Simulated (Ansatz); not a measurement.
```xyz
8
Lattice="5.1445 0.0000 0.0000 0.0000 3.3834 0.0000 0.0000 0.0000 5.6231" Properties=species:S:1:pos:R:3 pbc="T T T"
Si    1.6513    2.5376    0.4753
Si    0.9210    0.8459    3.2868
Si    4.2235    2.5376    2.3363
Si    3.4932    0.8459    5.1478
Ni    0.0424    0.8459    1.0623
Ni    2.5299    2.5376    3.8739
Ni    2.6146    0.8459    1.7492
Ni    5.1021    2.5376    4.5608
```

Space group Pnma; the program warned that a starting moment wasn't kept; spin-polarised, but the moments vanished.

Computed with DFT PBE, plane waves, PAW in Ansatz 0.2.0.

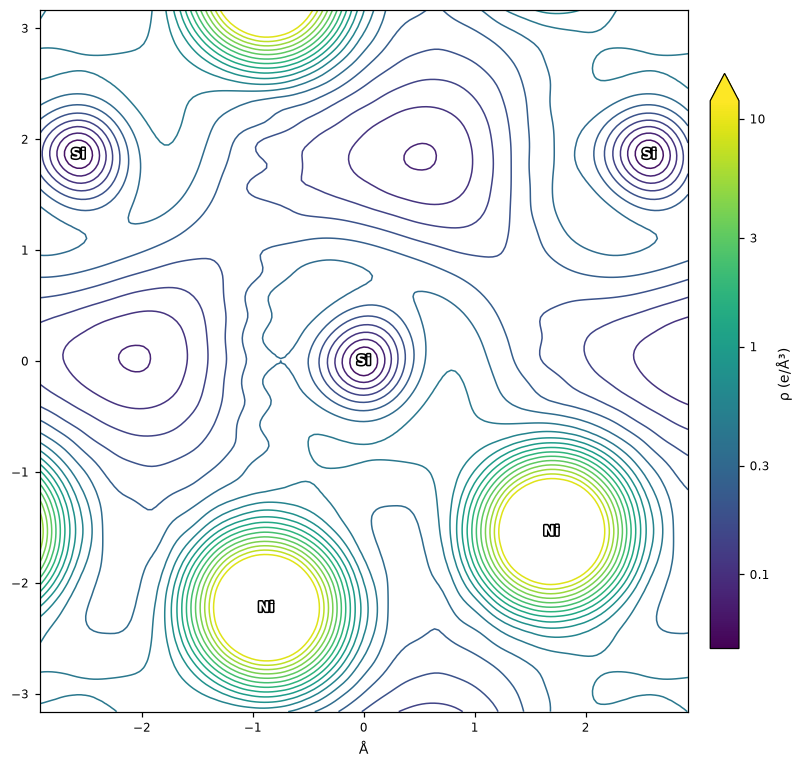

SiNi. Valence pseudo-density on the (010) plane of the conventional cell.

Q: Describe what can be read from this map.

A:
- The section cuts through Si and Ni sites.
- Si–Ni (2.29 Å): the density is about 0.49 e/Å³ at the midpoint.
- Si–Ni (2.39 Å): the density is about 0.43 e/Å³ at the midpoint.
- Between the atoms the lowest density in this plane is 0.08 e/Å³.

Q: Does the calculation make it a metal, or give it a gap?

A: It is metallic or semimetallic at this level of theory: no gap opens.
